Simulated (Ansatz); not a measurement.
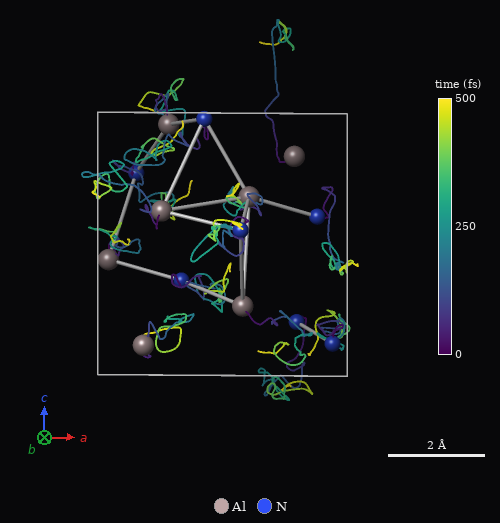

A Born-Oppenheimer molecular dynamics run of an amorphous cell of composition AlN (14 atoms in the cell), 500 fs long. Lines trace each atom's path, coloured by time; spheres stand at the starting positions. Seen along the b axis in the simulation cell.

All numbers below come from DFT PBE, scalar-relativistic, plane waves, PAW (Ansatz). Set-up: plane-wave cutoff 420 eV; k-point mesh 1 × 1 × 1; Fermi-Dirac smearing 0.328 eV; set temperature 3800 K; time step 2 fs.

The input:
```yaml
crystal:
  lattice:
    - [5.225388, 0.075452, -0.014681]
    - [0.075452, 5.607676, 0.188637]
    - [-0.014681, 0.188637, 5.501923]
  atoms:
    - { symbol: Al, position: [0.7882220054, 0.8649311299, 0.8367435481] }
    - { symbol: Al, position: [0.0432625395, 0.7713027196, 0.438548167] }
    - { symbol: Al, position: [0.2554679227, 0.2373768338, 0.6254403829] }
    - { symbol: Al, position: [0.1829927852, 0.1540413912, 0.1133297689] }
    - { symbol: Al, position: [0.2846927283, 0.6951624302, 0.9555299905] }
    - { symbol: Al, position: [0.6067947664, 0.3928747411, 0.6815122902] }
    - { symbol: Al, position: [0.5810617056, 0.398378316, 0.2650495932] }
    - { symbol: "N", position: [0.154381667, 0.9554505802, 0.7690437839] }
    - { symbol: "N", position: [0.3354444045, 0.61012182, 0.3608216086] }
    - { symbol: "N", position: [0.9411388542, 0.7576519706, 0.1239707336] }
    - { symbol: "N", position: [0.5725208077, 0.1083792201, 0.553602854] }
    - { symbol: "N", position: [0.7974490483, 0.9503261692, 0.205247452] }
    - { symbol: "N", position: [0.4271463495, 0.3462265623, 0.9774287754] }
    - { symbol: "N", position: [0.8794155109, 0.5022565901, 0.6077026349] }
  symmetry: { detect: false }
basis:
  ecutwfc: 420
  xc_grid: 1
kpoints:
  mp_grid: { grid: [1, 1, 1], shift: [0.0, 0.0, 0.0] }
hamiltonian:
  xc: pbe
scf:
  occupations: { method: fermi_dirac, width: 0.3275 }
  lower_state_search: "off"
  convergence: { dr2_threshold: 1.0e-05 }
output:
  forces: true
  stress: true
md:
  timestep: 2.0
  n_steps: 250
  ensemble: nvt_langevin
  friction: 0.03
  temperature: 3800.0
  initial_velocities: maxwell_boltzmann
  seed: 27168
```

Run as
```bash
ansatz run input.yaml --threads 2 --pin off --max-ram 5120MiB --backend cpu --events-out ev --progress --plain --runs-dir out
```

Q: How do the atoms move?

A: Root-mean-square distances from the starting positions over the second half, with the common drift of all atoms taken out: Al 1.43 Å, N 1.30 Å. Against the typical shortest distance between atoms in the first frame, about 1.8 Å these are large excursions, but over 500 fs one can't yet tell strong vibration from the start of diffusion. 4 of the 14 free atoms end more than three quarters of that spacing from the start. Bond changes: one N–N bond breaks at about 44 fs; one N–N bond forms at about 206 fs. The mean temperature in the second half is 3874 K (standard deviation 895 K). The potential energy in the second half lies on average 223 meV per atom below the first frame. The mean pressure there is 3.4 GPa.

Limits of the set-up: the periodic images lie only 5.2 Å apart, so the values are limited by the cell's size.

Cost: 86 s on 2 threads of Arm Neoverse V1, on a shared host, peak memory 0.29 GiB.
